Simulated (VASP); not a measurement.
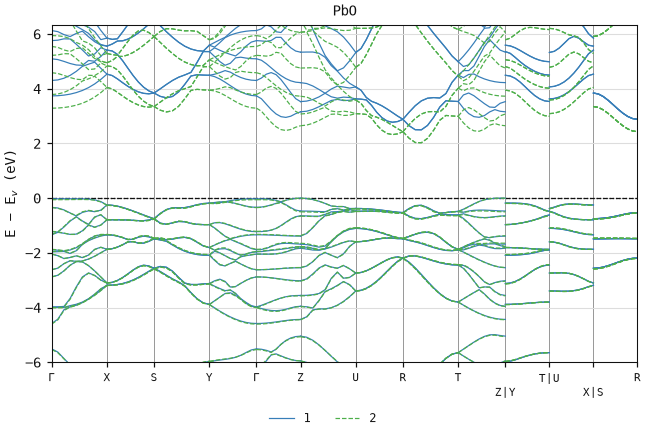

Band structures of PbO, space group Pbcm, 8 atoms in the cell (a = 5.91 Å, b = 5.53 Å, c = 4.71 Å, α = 90.00°, β = 90.00°, γ = 90.00°), by two methods on the same cell. Each is counted from its own valence-band top.

Q: Which curve is which? The methods: PBEsol, r2SCAN.

A: 1 is r2SCAN; 2 is PBEsol. r2SCAN gives a gap of 2.50 eV along the path and PBEsol gives a gap of 2.03 eV along the path.

Settings. r2SCAN: VASP PAW PBE potentials, release 64 (Pb_d, O), no spin polarisation, no spin-orbit coupling, 6×6×6 k mesh, 520 eV cutoff, Gaussian smearing of 0.02 eV (VASP 6.6.1). PBEsol: VASP PAW PBE potentials, release 64 (Pb_d, O), no spin polarisation, no spin-orbit coupling, 6×6×6 k mesh, 520 eV cutoff, Gaussian smearing of 0.02 eV (VASP).

In reduced coordinates of the cell that was run, X is (0, 0, −0.5), S is (0, −0.5, −0.5), Y is (0, −0.5, 0), Z is (−0.5, 0, 0), U is (−0.5, 0, −0.5), R is (−0.5, −0.5, −0.5) and T is (−0.5, −0.5, 0). The PAW data sets were made with another functional. Spin-orbit coupling is left out, which matters for Pb. The usual form of PbO is litharge (tetragonal). The cell was derived from a database entry in an earlier step, so it needn't be the measured one.
